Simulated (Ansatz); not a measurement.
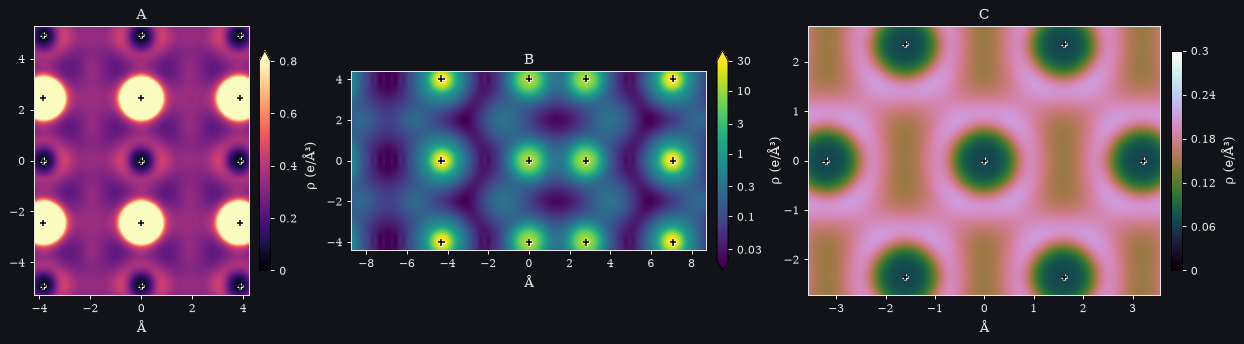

The valence pseudo-density of 3 systems, each on a plane through atoms (crosses mark nuclei in the plane).

All numbers below come from DFT PBEsol, scalar-relativistic, plane waves, PAW in Ansatz.

System 1: Al, the (101̄) plane of the conventional cell. Space group I4/mmm; a structure from a database of computed crystals, not necessarily the ambient phase; changed on purpose from its base cell (strain +0.000 along x and y, +0.080 along z, atoms carried along); computed pressure about −5 GPa in this cell; computed without spin polarisation.

System 2: SiNi₂, the (010) plane of the conventional cell. Space group P6₃/mmc; computed without spin polarisation.

```cif
data_structure
_symmetry_space_group_name_H-M 'P 1'
_symmetry_Int_Tables_number 1
_cell_length_a 3.8685
_cell_length_b 3.8685
_cell_length_c 4.9170
_cell_angle_alpha 90.000
_cell_angle_beta 90.000
_cell_angle_gamma 120.000
_cell_volume 63.72
loop_
_atom_site_label
_atom_site_type_symbol
_atom_site_fract_x
_atom_site_fract_y
_atom_site_fract_z
_atom_site_occupancy
Si1 Si 0.33333 0.66667 0.75000 1
Si2 Si 0.66667 0.33333 0.25000 1
Ni1 Ni 0.00000 0.00000 0.00000 1
Ni2 Ni 0.00000 0.00000 0.50000 1
Ni3 Ni 0.33333 0.66667 0.25000 1
Ni4 Ni 0.66667 0.33333 0.75000 1
```

System 3: InSe, the (11̄0) plane of the conventional cell. Space group P6₃/mmc.

```yaml
crystal:
  lattice:
    - [4.03177, 0.00000, 0.00000]
    - [-2.01589, 3.49162, 0.00000]
    - [0.00000, 0.00000, 16.76237]
  atoms:
    - { symbol: In, position: [0.33333, 0.66667, 0.16666] }
    - { symbol: In, position: [0.66667, 0.33333, 0.66666] }
    - { symbol: In, position: [0.33333, 0.66667, 0.33334] }
    - { symbol: In, position: [0.66667, 0.33333, 0.83334] }
    - { symbol: Se, position: [0.33333, 0.66667, 0.58987] }
    - { symbol: Se, position: [0.66667, 0.33333, 0.08987] }
    - { symbol: Se, position: [0.33333, 0.66667, 0.91013] }
    - { symbol: Se, position: [0.66667, 0.33333, 0.41013] }
```

**Match each panel to its system.**

Panel A is system 2, SiNi₂: the plane holds Si and Ni. Si–Ni (2.46 Å): the density is about 0.35 e/Å³ at the midpoint. Panel B is system 3, InSe: the plane holds In and Se. In–In (2.79 Å): ρ at the midpoint is about 0.34 e/Å³. Panel C is system 1, Al: the plane holds Al. Al–Al (2.86 Å): ρ is about 0.19 e/Å³ halfway.
